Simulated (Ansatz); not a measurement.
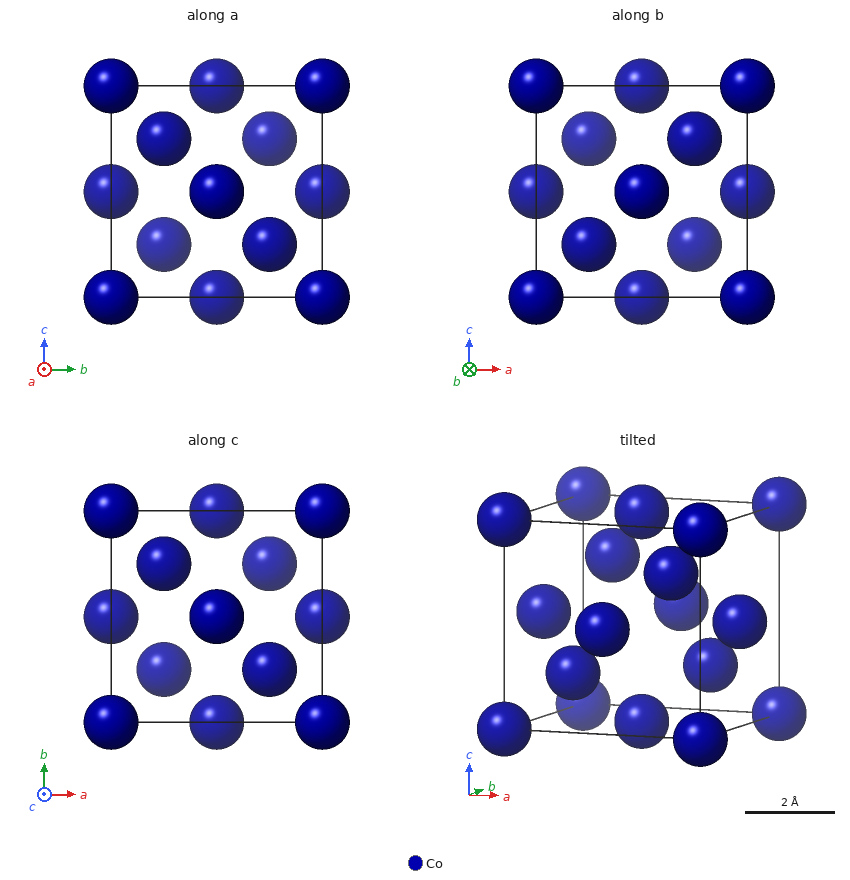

View along the a axis, along the b axis, along the c axis and slightly off an axis, drawn as a spheres-only model. The conventional unit cell is outlined; an atom on or near a face, edge or corner is repeated at each equivalent position.

Lattice parameters: a = 4.765 Å, b = 4.765 Å, c = 4.765 Å, α = 90.00°, β = 90.00°, γ = 90.00°.

### Record the structure as a table of Wyckoff sites.

Space group Fd-3m:1 (No. 227).
| atom | site | x | y | z |
| --- | --- | --- | --- | --- |
| Co | 8a | 0.2500 | 0.7500 | 0.7500 |

The starting point was a structure type filled with this element by a generator (whether the element takes this form wasn't checked). Earlier steps of the study may have refined or changed the cell and positions. Ansatz was used for an electronic-structure calculation on it.

At this level of theory the cell isn't at rest (compressed, at 20 GPa), so its distances can differ from those at equilibrium, the more so the softer the solid.
